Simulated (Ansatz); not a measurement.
System: Si$_{16}$C$_{15}$ (cell with a defect).

The calculation's input:

```
crystal:
  lattice:
    - [3.0584217931, -5.2973419482, 0.0]
    - [-6.1168435962, 5.7e-09, 0.0]
    - [0.0, 0.0, -10.0121483307]
  atoms:
    - { symbol: Si, position: [0.3433712695, 0.1821381137, 0.0650094768] }
    - { symbol: Si, position: [0.8333333333, 0.1666666667, 0.0621585393] }
    - { symbol: Si, position: [0.3333333333, 0.6666666667, 0.0621585393] }
    - { symbol: Si, position: [0.8333333333, 0.6666666667, 0.0621585393] }
    - { symbol: Si, position: [0.1666666667, 0.3333333333, 0.5621585393] }
    - { symbol: Si, position: [0.6666666667, 0.3333333333, 0.5621585393] }
    - { symbol: Si, position: [0.1666666667, 0.8333333333, 0.5621585393] }
    - { symbol: Si, position: [0.6666666667, 0.8333333333, 0.5621585393] }
    - { symbol: Si, position: [-0.0035723879, 0.0034775931, 0.3095761782] }
    - { symbol: Si, position: [0.5032401872, -0.015540274, 0.3150032803] }
    - { symbol: Si, position: [0.0, 0.5, 0.3120994172] }
    - { symbol: Si, position: [0.5000938353, 0.5260732679, 0.3140148784] }
    - { symbol: Si, position: [0.5, 0.5, 0.8120994172] }
    - { symbol: Si, position: [1.0, 0.5, 0.8120994172] }
    - { symbol: Si, position: [0.5, 1.0, 0.8120994172] }
    - { symbol: Si, position: [1.0, 1.0, 0.8120994172] }
    - { symbol: C, position: [0.8333333333, 0.1666666667, 0.2501922181] }
    - { symbol: C, position: [0.3333333333, 0.6666666667, 0.2501922181] }
    - { symbol: C, position: [0.8333333333, 0.6666666667, 0.2501922181] }
    - { symbol: C, position: [0.1666666667, 0.3333333333, 0.7501922181] }
    - { symbol: C, position: [0.6666666667, 0.3333333333, 0.7501922181] }
    - { symbol: C, position: [0.1666666667, 0.8333333333, 0.7501922181] }
    - { symbol: C, position: [0.6666666667, 0.8333333333, 0.7501922181] }
    - { symbol: C, position: [0.5, 0.5, 0.4995508254] }
    - { symbol: C, position: [1.0, 0.5, 0.4995508254] }
    - { symbol: C, position: [0.5, 1.0, 0.4995508254] }
    - { symbol: C, position: [1.0, 1.0, 0.4995508254] }
    - { symbol: C, position: [0.0, 0.0, 0.9995508254] }
    - { symbol: C, position: [0.5, 0.0, 0.9995508254] }
    - { symbol: C, position: [0.0, 0.5, 0.9995508254] }
    - { symbol: C, position: [0.5, 0.5, 0.9995508254] }
  host:
    lattice:
      - [3.0584217981, -2.9e-09, 0.0]
      - [-1.5292108966, 2.6486709741, 0.0]
      - [0.0, 0.0, 10.0121483307]
    atoms:
      - { symbol: Si, position: [0.6666666667, 0.3333333333, 0.9378414607] }
      - { symbol: Si, position: [0.3333333333, 0.6666666667, 0.4378414607] }
      - { symbol: Si, position: [0.0, 0.0, 0.6879005828] }
      - { symbol: Si, position: [0.0, 0.0, 0.1879005828] }
      - { symbol: C, position: [0.6666666667, 0.3333333333, 0.7498077819] }
      - { symbol: C, position: [0.3333333333, 0.6666666667, 0.2498077819] }
      - { symbol: C, position: [0.0, 0.0, 0.5004491746] }
      - { symbol: C, position: [0.0, 0.0, 0.0004491746] }
basis:
  ecutwfc: 420
  xc_grid: 2
kpoints:
  mp_grid: { grid: [2, 2, 2], shift: [0.0, 0.0, 0.0] }
hamiltonian:
  xc: lda
scf:
  occupations: { method: gaussian, width: 0.01 }
output:
  forces: true
  stress: false
  eigenvalues: true
  charged_corrections:
    defect_position: [0.33333333, 0.16666667, 0.25019222]
    epsilon: [[10.2735, 0.0, 0.0], [0.0, 10.2735, 0.0], [0.0, 0.0, 10.9573]]
  write_density: true
  write_potential: true
  elf: true
  volumetric_format: npy
relax:
  adjacent_minimum: "off"
  f_tol: 0.025
  max_steps: 45
```

Launched as:

```sh
ansatz run input.yaml --threads 4 --pin off --max-ram 8192MiB --backend cpu --events-out ev --progress --plain --runs-dir out
```

The fields are those of the relaxed geometry.

Level of theory: DFT LDA, scalar-relativistic, plane waves, PAW in Ansatz 0.2.0.

Predict the valence pseudo-density and electron localisation function between the atoms.

Answer. Si–C (1.88 Å): ρ at the midpoint is about 0.86 e/Å³; the ELF peaks at about 0.90 between the atoms, as expected for localised, covalent bonding.
Si–C (1.88 Å): ρ at the midpoint is about 0.86 e/Å³; the ELF peaks at about 0.90 between the atoms (a covalent bond).

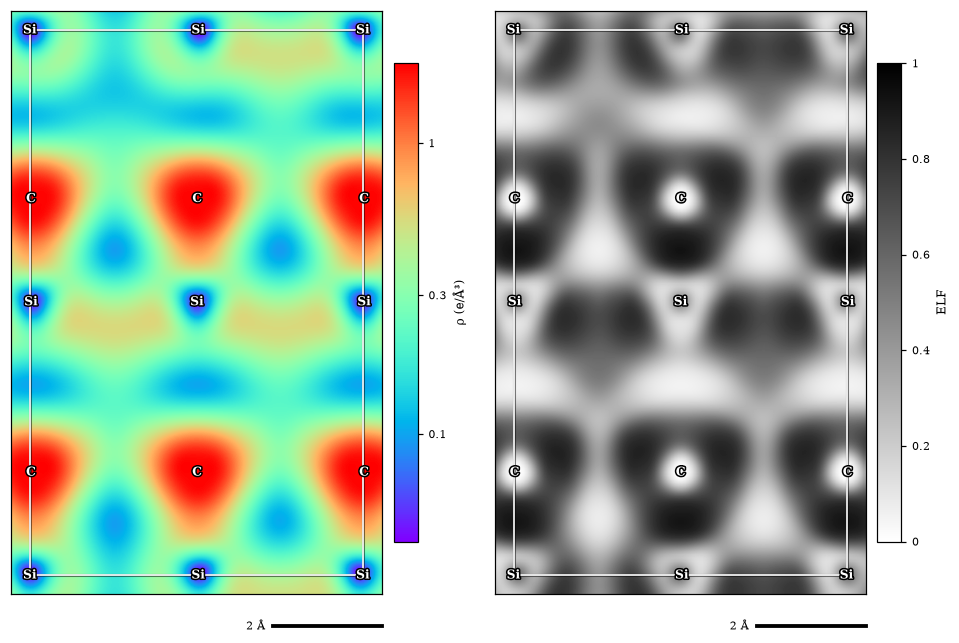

Computed valence pseudo-density and electron localisation function on the (100) plane of the calculation cell, in this order. Atoms just off the plane (Si, 0.9 Å away and C, 0.9 Å away) can leave unmarked features too.

In a PAW calculation such maps are meaningful between the atoms, not at the nuclei.
